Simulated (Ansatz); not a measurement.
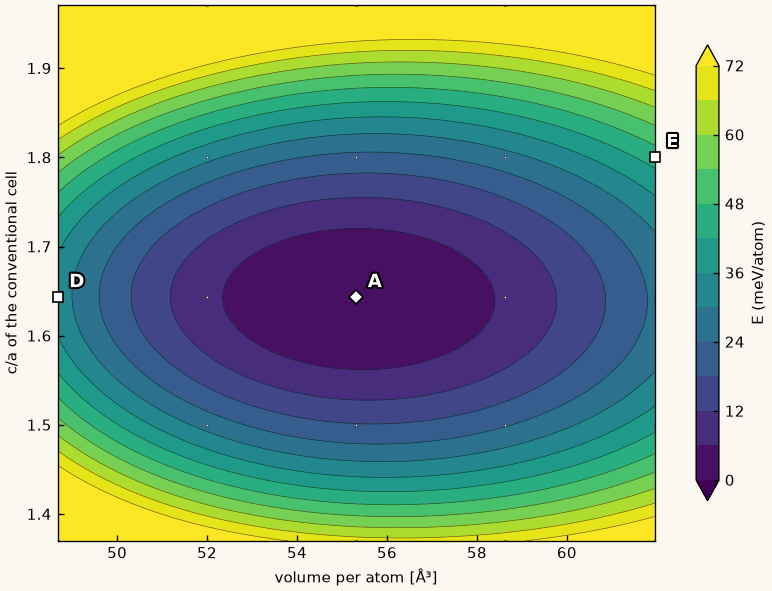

Sr (P6_3/mmc, No. 194; 2 atoms in the cell). The energy is mapped over volume and the cell's shape. Coordinates scanned: (1) volume per atom; (2) c/a of the conventional cell. Nothing is relaxed (symmetry fixes all fractional coordinates). The scan uses a 5 × 5 grid. Points are written as (first, second). All energies are given in meV/atom relative to the lowest grid point. Theory: DFT PBE, scalar-relativistic, plane waves, PAW in Ansatz. Settings: cutoff 420 eV, k-mesh 15×15×8 in the order of the run's cell vectors, gaussian smearing 0.15 eV, no spin polarisation.

The picture shows filled contours, dots at the grid points, one colour for all values above the top of the scale, lettered points. Between grid points the surface is interpolated.

> Is A the lowest point of the computed grid?

Yes. A, at (55.31 Å³, 1.643), has the lowest energy of the grid.

> Rank the lettered points by energy, lowest first.

A (0 meV/atom), D (34 meV/atom), E (45 meV/atom).
